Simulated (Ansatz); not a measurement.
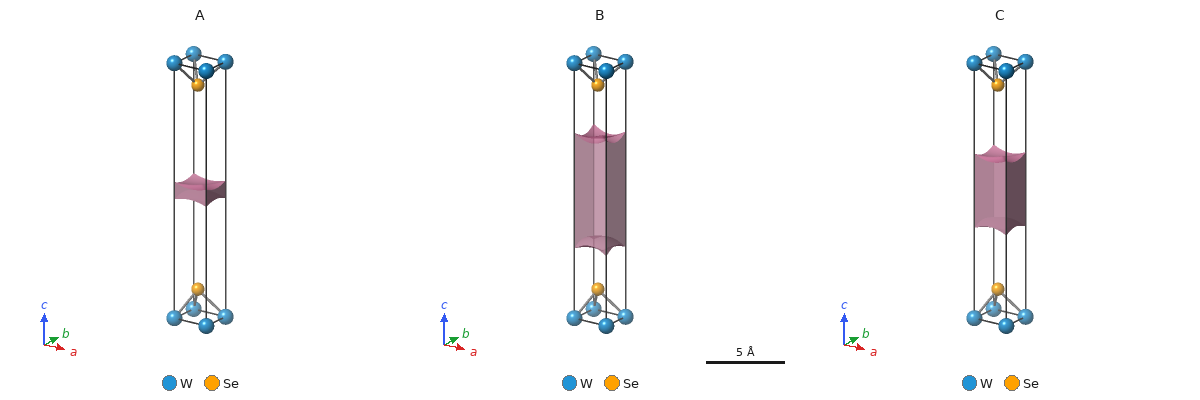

Three surfaces of the space that a probe's centre can reach in WSe$_{2}$ (P-6m2, No. 187), computed for probe radii of 1.60, 2.80, 4.55 Å, in shuffled order. Pale faces close the region where the drawn box cuts it.

Hard-sphere model; Shannon crystal radii (six-coordinate where tabulated): W 0.80 Å, Se 1.84 Å.

Origin of the cell: the input geometry of an electronic-structure calculation (not necessarily at equilibrium).

```cif
data_structure
_symmetry_space_group_name_H-M 'P-6m2'
_symmetry_Int_Tables_number 187
_cell_length_a 3.3179
_cell_length_b 3.3179
_cell_length_c 16.6581
_cell_angle_alpha 90.000
_cell_angle_beta 90.000
_cell_angle_gamma 120.000
_cell_volume 158.82
loop_
_atom_site_label
_atom_site_type_symbol
_atom_site_symmetry_multiplicity
_atom_site_Wyckoff_symbol
_atom_site_fract_x
_atom_site_fract_y
_atom_site_fract_z
_atom_site_occupancy
W1 W 1 a 0.00000 0.00000 0.00000 1
Se1 Se 2 h 0.33333 0.66667 0.09979 1
```

Q: Which panel belongs to which radius, and what does each show?

A: B: 1.60 Å, a two-dimensional network in layers parallel to (001), 42 % of the volume. C: 2.80 Å, a two-dimensional network in layers parallel to (001), 26 % of the volume. A: 4.55 Å, a two-dimensional network in layers parallel to (001), 4.8 % of the volume. The larger the probe, the smaller the space left to it.
